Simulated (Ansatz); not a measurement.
**Geometry relaxation, with input and output: MoP (part 1 of 2)**

- system: MoP (slab, 6 atoms in the cell)
- method: DFT PBEsol, scalar-relativistic, plane waves, PAW, no spin polarisation (Ansatz 0.2.0)

The structure derives from an entry of the Crystallography Open Database. The input holds or restrains some coordinates. Forces given for the steps count only the free coordinates. It belongs to a series of runs on one base structure; here: clean slab, lower half held. Figures and captions count atoms from 1; the log counts them from 0 in places.

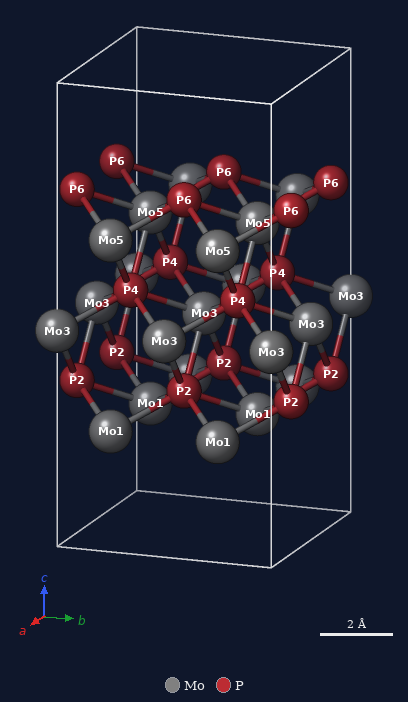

**Figure 1.** The structure as given in the input (ball-and-stick view of the 2 × 2 repeat of the cell, with the vacuum cut short, seen slightly off an axis; atoms are numbered from 1 in the order of the input). An atom can appear more than once, as a periodic image.

The input:
```yaml
crystal:
  lattice:
    - [3.1741350964, 0.0, 0.0]
    - [0.0, 3.2062346802, 0.0]
    - [0.0, 0.0, 23.4789215949]
  atoms:
    - { symbol: Mo, position: [0.0, 0.5, 0.3620268489] }
    - { symbol: P, position: [0.5, 0.0, 0.4014477492] }
    - { symbol: Mo, position: [0.0, 0.0, 0.4802895498] }
    - { symbol: P, position: [0.5, 0.5, 0.5197104502] }
    - { symbol: Mo, position: [0.0, 0.5, 0.5985522508] }
    - { symbol: P, position: [0.5, 0.0, 0.6379731511] }
basis:
  ecutwfc: 420
kpoints:
  mp_grid: { grid: [9, 9, 1] }
hamiltonian:
  xc: pbesol
scf:
  occupations: { method: gaussian, width: 0.1 }
output:
  forces: true
  eigenvalues: true
  write_density: true
  write_potential: true
  elf: true
  volumetric_format: npy
relax:
  adjacent_minimum: "off"
  f_tol: 0.03
  max_steps: 70
  constraints: [{ sites: [0, 1, 2] }]
efield:
  axis: 3
  dipole_correction: true
  ramp_width: 0.04
```

Hardware: 2 threads of AMD EPYC (Zen 3), 64 GiB of memory available, shared host.

Launched with:
```bash
ansatz run input.yaml --threads 2 --pin off --max-ram 5120MiB --backend cpu --events-out ev --progress --plain --runs-dir out
```

Output:
```
Engine: ansatz 0.2.0, x86_64-unknown-linux-gnu
Pseudopotentials: kind: paw
Pseudopotential: Mo, paw, valence charge 14, recommended cutoff 420 eV (normal), Mo.paw.azcp
Pseudopotential: P, paw, valence charge 5, recommended cutoff 420 eV (normal), P.paw.azcp
Functional definition: PBEsol
  exchange = pbesol_x
  correlation = pbesol_c
Crystal: 6 atoms, lattice volume = 238.946 Å³
Basis set: ecut = 420 eV, 4679 PW (Γ), exchange–correlation on 48×48×320 points (8 copies of the dense FFT grid, shifted against one another)
Bands: 35, of which v1, the nominal top of the filled ones, is band 29 counted from 1 (28 counted from 0)
Symmetry: 4 space group operations
Space group: Pmm2 (ITA 25), of the structure as read, at distance tolerance 6.2e-5 Å
k-points: 25 of 81
Non-local potential: Mo, projectors of the file, l = 0: 3, l = 1: 2, l = 2: 2, l = 3: 1
Non-local potential: P, projectors of the file, l = 0: 2, l = 1: 2, l = 2: 2
PAW form: soft (Blöchl's): semilocal exchange-correlation on the pseudo side does not see the compensation charge
PAW frozen core: Mo, regenerated for the run's functional, and the local potential with it (the file was generated under x = pbe(κ = 0.804, μ = 0.2195149727645171), c = pbe(β = 0.06672455060314922))
PAW frozen core: P, regenerated for the run's functional, and the local potential with it (the file was generated under x = pbe(κ = 0.804, μ = 0.2195149727645171), c = pbe(β = 0.06672455060314922))
PAW one-centre angular grid: Mo, 590 points (default); XC on 64 Gauss nodes
PAW one-centre angular grid: P, 110 points (default); XC on 64 Gauss nodes
Initial density: superposition of atomic densities (neutral atoms: chi_scale 0, normalization atom), corrected by the library's trained network
Initial wavefunctions: pseudopotential atomic-orbital guess
Functional: x = pbesol(κ = 0.804, μ = 0.12345679012345678), c = pbesol(β = 0.046)
SCF iter   1: F=—  HF=-16913.771419 eV  |F-HF|=—  |Δ(HF+E_count)|=         —  Δρ=9.56e-3  dr2=1.68e0  ethr=1.77e-3  p=-0.066 e·Å  D=-5.01e-2 V/Å  ΔV_dip=1.18 eV  dr2_dipole=3.09e-1  V_vac-E_F(+/−)=5.14/3.96 eV  ⟨swp⟩=8.5  Hψ=4867  notcnv=0
efield: sawtooth ramp at fractional position 0.9800 (placed from the atoms, in the widest stretch of the axis that holds none; the zero of the levels goes with the place), width 0.0400; the density the first Hamiltonian is built on has a dipole p = -0.066 e·Å; the dipole correction subtracts the counter field D = -5.01e-2 V/Å, which shifts the + side's vacuum level by +1.18 eV against the − side's; the planar-averaged density in the ramp window peaks in size at 1.8e-5 e/Å³
preconditioner: auto → LDOS  [metal: Δε(μ)=0.017 eV  Ē_g=6.193 eV  σ=0.100 eV  W_gap=0.09  n_scr=44 (ndim 8)  ℏωp=13.8 eV  f_vac=0.568  D(μ)=4.52/eV (n_scr^D=12)  β→1.0]
SCF iter   2: F=—  HF=-16913.706803 eV  |F-HF|=—  |Δ(HF+E_count)|=   6.46e-2  Δρ=4.14e-3  dr2=1.02e-1  ethr=1.77e-3  p=-0.056 e·Å  D=-4.28e-2 V/Å  ΔV_dip=1.00 eV  dr2_dipole=1.17e-2  V_vac-E_F(+/−)=5.24/4.23 eV  ⟨swp⟩=2.0  Hψ=1185  notcnv=0  defer=26
SCF iter   3: F=—  HF=-16913.701190 eV  |F-HF|=—  |Δ(HF+E_count)|=   5.61e-3  Δρ=7.40e-4  dr2=5.78e-3  ethr=1.79e-4  p=-0.054 e·Å  D=-4.10e-2 V/Å  ΔV_dip=0.96 eV  dr2_dipole=2.27e-3  V_vac-E_F(+/−)=5.27/4.31 eV  ⟨swp⟩=1.4  Hψ=905  notcnv=0  defer=26
SCF iter   4: F=—  HF=-16913.701382 eV  |F-HF|=—  |Δ(HF+E_count)|=   1.92e-4  Δρ=2.70e-4  dr2=4.87e-4  ethr=1.01e-5  p=-0.050 e·Å  D=-3.75e-2 V/Å  ΔV_dip=0.88 eV  dr2_dipole=9.14e-5  V_vac-E_F(+/−)=5.28/4.40 eV  ⟨swp⟩=2.1  Hψ=1182  notcnv=0  defer=26
SCF iter   5: F=—  HF=-16913.701406 eV  |F-HF|=—  |Δ(HF+E_count)|=   2.43e-5  Δρ=1.39e-4  dr2=2.03e-4  ethr=8.55e-7  p=-0.047 e·Å  D=-3.59e-2 V/Å  ΔV_dip=0.84 eV  dr2_dipole=2.56e-5  V_vac-E_F(+/−)=5.29/4.45 eV  ⟨swp⟩=2.4  Hψ=1364  notcnv=0  defer=26
SCF iter   6: F=-16913.701396 eV  HF=-16913.701405 eV  |F-HF|=9.40e-6  |Δ(HF+E_count)|=   1.20e-6  Δρ=4.53e-5  dr2=1.55e-5  ethr=3.95e-8  p=-0.047 e·Å  D=-3.54e-2 V/Å  ΔV_dip=0.83 eV  dr2_dipole=6.01e-8  V_vac-E_F(+/−)=5.29/4.46 eV  ⟨swp⟩=20.2  Hψ=10132  notcnv=0
SCF 1 converged in 6 iterations: F = -16913.701396 eV  dr2 = 1.55e-5
  greatest PAW one-centre occupation: 0.999 electrons in one spin orbital (limit 2), on the Mo atom at site 4 (counted from 0), in its partial waves of l = 0
relax step   1: F+E_penalty+E_count = -16913.70139567 eV  Δ(F+E_penalty+E_count) = +0.000e0 eV  max|allowed force component| = 1.105e0 eV/Å  Δτ_max = 0.0000 Å  (6 SCF iters, dr2 threshold 2.25e-5 eV, accepted)
Initial density: handed on by an earlier stage of this run
Initial wavefunctions: those handed on with the density
iter 1 solved again at ethr=5.47e-5 eV; its pass at ethr=3.10e-3 eV (dr2=3.12e-2 eV) is discarded
SCF iter   1: F=—  HF=-16913.757796 eV  |F-HF|=—  |Δ(HF+E_count)|=         —  Δρ=2.45e-3  dr2=2.57e-2  ethr=5.47e-5  p=-0.047 e·Å  D=-3.54e-2 V/Å  ΔV_dip=0.83 eV  dr2_dipole=4.61e-5  V_vac-E_F(+/−)=5.29/4.46 eV  ⟨swp⟩=2.0  Hψ=3236  notcnv=0  defer=27
efield: sawtooth ramp at fractional position 0.9800 (handed on by an earlier solve), width 0.0400; the density the first Hamiltonian is built on has a dipole p = -0.047 e·Å; the dipole correction subtracts the counter field D = -3.54e-2 V/Å, which shifts the + side's vacuum level by +0.83 eV against the − side's; the planar-averaged density in the ramp window peaks in size at 1.6e-6 e/Å³
preconditioner: auto → LDOS  [metal: Δε(μ)=0.038 eV  Ē_g=6.161 eV  σ=0.100 eV  W_gap=0.21  n_scr=44 (ndim 8)  ℏωp=13.8 eV  f_vac=0.562  D(μ)=4.66/eV (n_scr^D=14)  β→1.0]
SCF iter   2: F=—  HF=-16913.754967 eV  |F-HF|=—  |Δ(HF+E_count)|=   2.83e-3  Δρ=9.32e-4  dr2=5.56e-3  ethr=4.52e-5  p=-0.052 e·Å  D=-3.91e-2 V/Å  ΔV_dip=0.92 eV  dr2_dipole=1.30e-3  V_vac-E_F(+/−)=5.37/4.46 eV  ⟨swp⟩=2.0  Hψ=1259  notcnv=0  defer=27
SCF iter   3: F=—  HF=-16913.754228 eV  |F-HF|=—  |Δ(HF+E_count)|=   7.39e-4  Δρ=3.07e-4  dr2=5.38e-4  ethr=9.75e-6  p=-0.049 e·Å  D=-3.72e-2 V/Å  ΔV_dip=0.87 eV  dr2_dipole=4.42e-5  V_vac-E_F(+/−)=5.33/4.46 eV  ⟨swp⟩=2.1  Hψ=1298  notcnv=0  defer=27
SCF iter   4: F=-16913.754093 eV  HF=-16913.754147 eV  |F-HF|=5.44e-5  |Δ(HF+E_count)|=   8.04e-5  Δρ=8.77e-5  dr2=6.37e-5  ethr=1.34e-7  p=-0.049 e·Å  D=-3.71e-2 V/Å  ΔV_dip=0.87 eV  dr2_dipole=5.89e-7  V_vac-E_F(+/−)=5.33/4.46 eV  ⟨swp⟩=21.5  Hψ=10972  notcnv=0
SCF 2 converged in 4 iterations: F = -16913.754093 eV  dr2 = 6.37e-5
  greatest PAW one-centre occupation: 0.999 electrons in one spin orbital (limit 2), on the Mo atom at site 2 (counted from 0), in its partial waves of l = 0
relax step   2: F+E_penalty+E_count = -16913.75409302 eV  Δ(F+E_penalty+E_count) = -5.270e-2 eV  max|allowed force component| = 1.475e-1 eV/Å  Δτ_max = 0.0904 Å  (4 SCF iters, dr2 threshold 7.63e-5 eV, accepted)
SCF iter   1: F=—  HF=-16913.755410 eV  |F-HF|=—  |Δ(HF+E_count)|=         —  Δρ=7.19e-4  dr2=2.66e-3  ethr=2.65e-5  p=-0.049 e·Å  D=-3.71e-2 V/Å  ΔV_dip=0.87 eV  dr2_dipole=1.00e-4  V_vac-E_F(+/−)=5.33/4.46 eV  ⟨swp⟩=2.6  Hψ=1845  notcnv=0  defer=23
efield: sawtooth ramp at fractional position 0.9800 (handed on by an earlier solve), width 0.0400; the density the first Hamiltonian is built on has a dipole p = -0.049 e·Å; the dipole correction subtracts the counter field D = -3.71e-2 V/Å, which shifts the + side's vacuum level by +0.87 eV against the − side's; the planar-averaged density in the ramp window peaks in size at 2.2e-6 e/Å³
preconditioner: auto → LDOS  [metal: Δε(μ)=0.026 eV  Ē_g=6.165 eV  σ=0.100 eV  W_gap=0.14  n_scr=44 (ndim 8)  ℏωp=13.8 eV  f_vac=0.563  D(μ)=4.53/eV (n_scr^D=12)  β→1.0]
SCF iter   2: F=—  HF=-16913.755104 eV  |F-HF|=—  |Δ(HF+E_count)|=   3.06e-4  Δρ=2.44e-4  dr2=2.51e-4  ethr=4.66e-6  p=-0.048 e·Å  D=-3.66e-2 V/Å  ΔV_dip=0.86 eV  dr2_dipole=3.16e-5  V_vac-E_F(+/−)=5.32/4.46 eV  ⟨swp⟩=2.0  Hψ=1437  notcnv=0  defer=23
SCF iter   3: F=—  HF=-16913.755132 eV  |F-HF|=—  |Δ(HF+E_count)|=   2.84e-5  Δρ=5.50e-5  dr2=1.80e-5  ethr=4.41e-7  p=-0.049 e·Å  D=-3.70e-2 V/Å  ΔV_dip=0.87 eV  dr2_dipole=3.57e-7  V_vac-E_F(+/−)=5.33/4.46 eV  ⟨swp⟩=2.3  Hψ=1335  notcnv=0  defer=23
SCF iter   4: F=-16913.755130 eV  HF=-16913.755131 eV  |F-HF|=5.99e-7  |Δ(HF+E_count)|=   1.23e-6  Δρ=9.75e-6  dr2=6.27e-7  ethr=2.39e-9  p=-0.049 e·Å  D=-3.70e-2 V/Å  ΔV_dip=0.87 eV  dr2_dipole=1.76e-7  V_vac-E_F(+/−)=5.33/4.46 eV  ⟨swp⟩=18.3  Hψ=9523  notcnv=0
SCF 3 converged in 4 iterations: F = -16913.755130 eV  dr2 = 6.27e-7
relax step   3: F+E_penalty+E_count = -16913.75513033 eV  Δ(F+E_penalty+E_count) = -1.037e-3 eV  max|allowed force component| = 2.334e-2 eV/Å  Δτ_max = 0.0181 Å  (4 SCF iters, dr2 threshold 1.36e-6 eV, accepted)
iter 1 solved again at ethr=1.10e-9 eV; its pass at ethr=3.10e-3 eV (dr2=6.24e-7 eV) is discarded
SCF iter   1: F=—  HF=-16913.755131 eV  |F-HF|=—  |Δ(HF+E_count)|=         —  Δρ=9.75e-6  dr2=6.24e-7  ethr=1.10e-9  p=-0.049 e·Å  D=-3.70e-2 V/Å  ΔV_dip=0.87 eV  dr2_dipole=1.76e-7  V_vac-E_F(+/−)=5.33/4.46 eV  ⟨swp⟩=1.0  Hψ=2350  notcnv=0
efield: sawtooth ramp at fractional position 0.9800 (handed on by an earlier solve), width 0.0400; the density the first Hamiltonian is built on has a dipole p = -0.049 e·Å; the dipole correction subtracts the counter field D = -3.70e-2 V/Å, which shifts the + side's vacuum level by +0.87 eV against the − side's; the planar-averaged density in the ramp window peaks in size at 1.8e-6 e/Å³
preconditioner: auto → LDOS  [metal: Δε(μ)=0.024 eV  Ē_g=6.165 eV  σ=0.100 eV  W_gap=0.13  n_scr=44 (ndim 8)  ℏωp=13.8 eV  f_vac=0.563  D(μ)=4.50/eV (n_scr^D=12)  β→1.0]
SCF iter   2: F=—  HF=-16913.755131 eV  |F-HF|=—  |Δ(HF+E_count)|=   4.10e-7  Δρ=7.04e-6  dr2=1.72e-7  ethr=1.09e-9  p=-0.049 e·Å  D=-3.70e-2 V/Å  ΔV_dip=0.87 eV  dr2_dipole=6.37e-9  V_vac-E_F(+/−)=5.33/4.46 eV  ⟨swp⟩=2.0  Hψ=1443  notcnv=0
SCF iter   3: F=-16913.755131 eV  HF=-16913.755131 eV  |F-HF|=2.61e-9  |Δ(HF+E_count)|=   3.13e-8  Δρ=1.25e-6  dr2=1.34e-8  ethr=1.75e-10  p=-0.049 e·Å  D=-3.70e-2 V/Å  ΔV_dip=0.87 eV  dr2_dipole=3.93e-9  V_vac-E_F(+/−)=5.33/4.46 eV  ⟨swp⟩=11.6  Hψ=7218  notcnv=0
SCF 4 converged in 3 iterations: F = -16913.755131 eV  dr2 = 1.34e-8
relax step   4: F+E_penalty+E_count = -16913.75513099 eV  Δ(F+E_penalty+E_count) = -6.686e-7 eV  max|allowed force component| = 2.360e-2 eV/Å  Δτ_max = 0.0000 Å  (3 SCF iters, accepted)
```

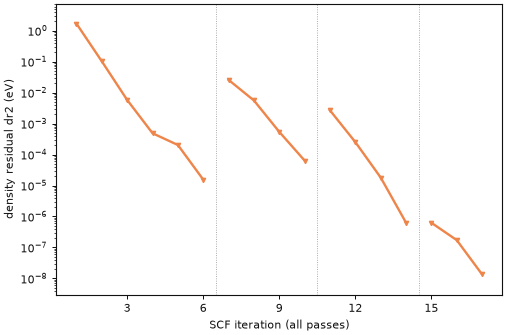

**Figure 2.** Convergence of the self-consistent field: density residual dr2 against the SCF iteration. The dotted lines part the SCF passes of the relaxation: geometry steps, rejected trials and re-solves on a re-selected basis. The passes take 6, 4, 4 and 3 iterations.

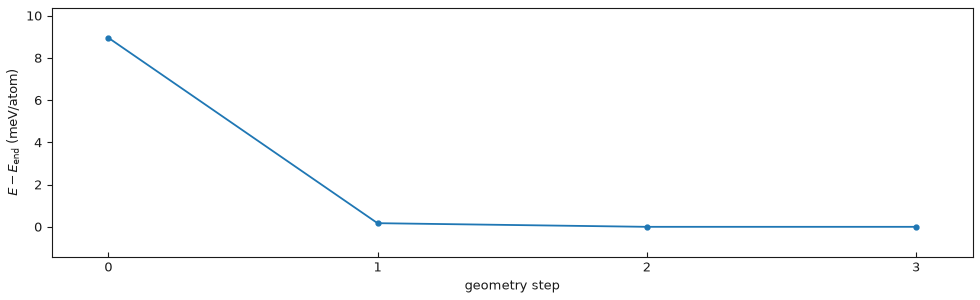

**Figure 3.** Progress of the restrained relaxation, step by step (the first geometry is step 0 here and step 1 in the log).

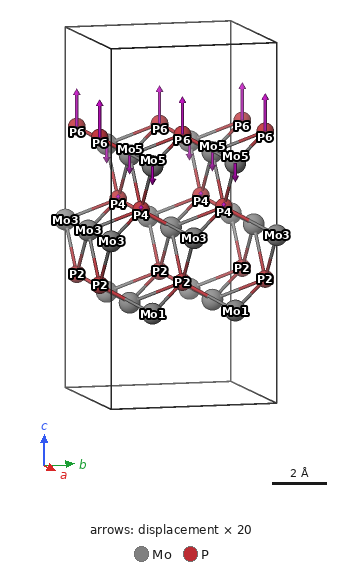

**Figure 4.** The starting structure with the displacements as pink arrows, magnified 20 times (ball-and-stick view of the 2 × 2 repeat of the cell, with the vacuum cut short, seen slightly off an axis). P6 moves most: 0.072 Å. Largest moves by element: P 0.072 Å, Mo 0.037 Å. The lattice vectors keep their values. Among the contacts that change: Mo5–P6 2.438 → 2.482 Å, P4–Mo5 2.438 → 2.403 Å. Among the angles that change: P6–Mo5–P6 135.4° → 130.7°, Mo5–P6–Mo5 135.4° → 130.7°. Over 3 geometry steps the energy falls by 9.0 meV per atom. The largest force component goes from 1.1 to 0.024 eV/Å. (Atoms are counted from 1 in the order of the input.)
